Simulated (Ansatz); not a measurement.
System: TiO₃, space group Pm-3m (No. 221) (one of a set of cubic test structures, which need not be the stable phase).

How it was computed, with Ansatz 0.2.0 development build: equation of state of a cubic crystal from periodic Kohn-Sham density functional theory without spin, third-order Birch-Murnaghan fit to the free energies; pressure corrected for the finite basis. Level: PBE.

structure type ReO3; atoms in cell 4; space group number 221; lattice centring simple cubic; k mesh 28×28×28; occupation method Fermi–Dirac; occupation width 0.06123 eV; wave cutoff 420 eV; datasets soft-1 PAW; density tolerance 1e−07 eV; bands 19; density cutoff ratio 4; search for lower states default.

Predict the energy above the lowest point against volume. The volume takes the values 13.48, 13.77, 14.05, 14.34, 14.63, 14.91, 15.20 Å³/atom.

A third-order Birch–Murnaghan fit gives V0 = 14.35 Å³/atom, B0 = 141 GPa and B′ = 4.3. The energy above the lowest point is 25.8 meV/atom at volume 13.48 Å³/atom and 20.1 meV/atom at 15.20 Å³/atom; the lowest computed point is at volume 14.34 Å³/atom (0.0 meV/atom), in a single well.

```tsv
volume (Å³/atom)	energy above the lowest point (meV/atom)
13.48	25.8
13.77	11.2
14.05	2.8
14.34	0.0
14.63	2.3
14.91	9.2
15.20	20.1
```

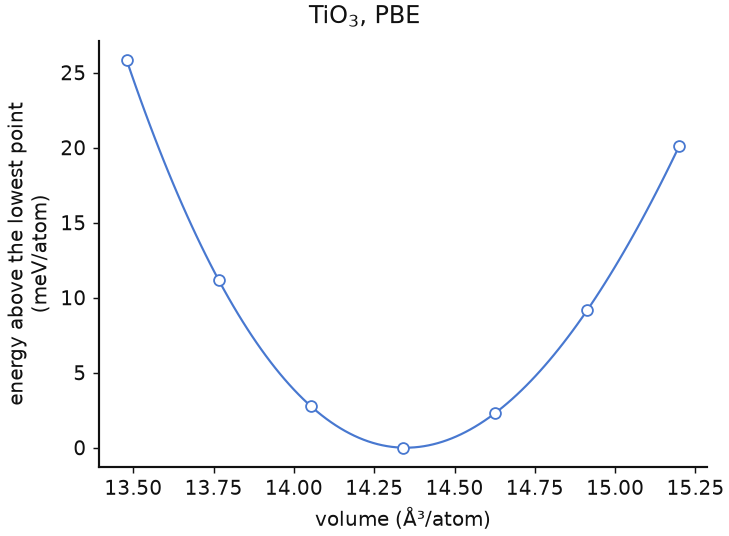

Limits of the calculation: cubic model structure, not the ambient form; no spin polarisation, a magnetic state may lie lower.
